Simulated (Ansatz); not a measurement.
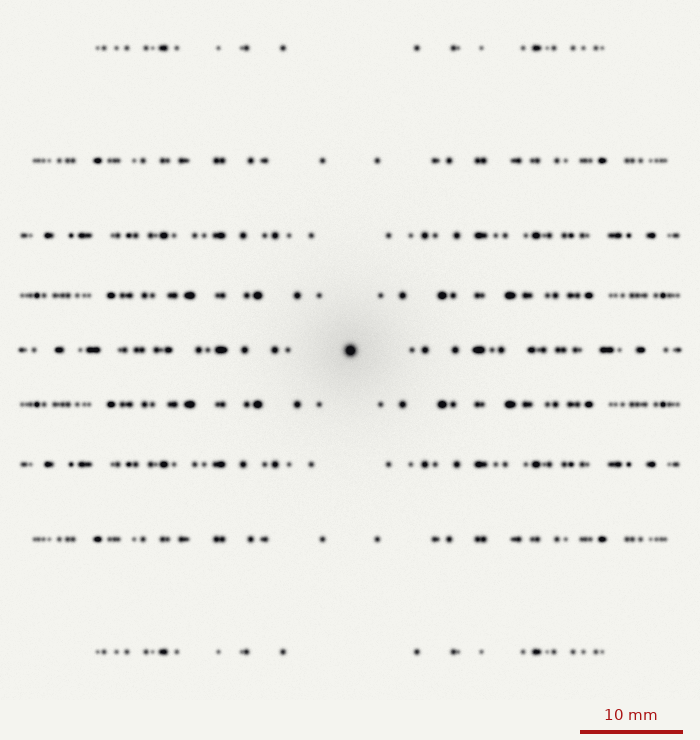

Simulated X-ray rotation photograph: Mo Kα radiation (λ = 0.7107 Å), cylindrical film of radius 30.0 mm unrolled, rotation axis vertical and normal to the beam, kinematic intensities without Lorentz or polarisation factors, the film spanning ±63° about the beam; spots down to d = 0.67 Å.

Measure the layer lines and find the identity period along the axis.

Answer. The first layer line lies 5.4 mm from the equator, so tan ν = 0.179, sin ν = 0.176 and the period is λ/sin ν = 4.04 Å. Further lines follow at 11.3, 18.7, 29.7 mm.

The crystal is Se, space group P3_121 (No. 152), a = 4.037 Å, c = 5.122 Å (hexagonal axes). Structure: coordinates from a relaxation with DFT PBEsol, scalar-relativistic, plane waves, PAW (Ansatz 0.2.0).

About which axis was it rotated?

Answer. About [100] (or an equivalent direction), whose length in the conventional cell is 4.037 Å.
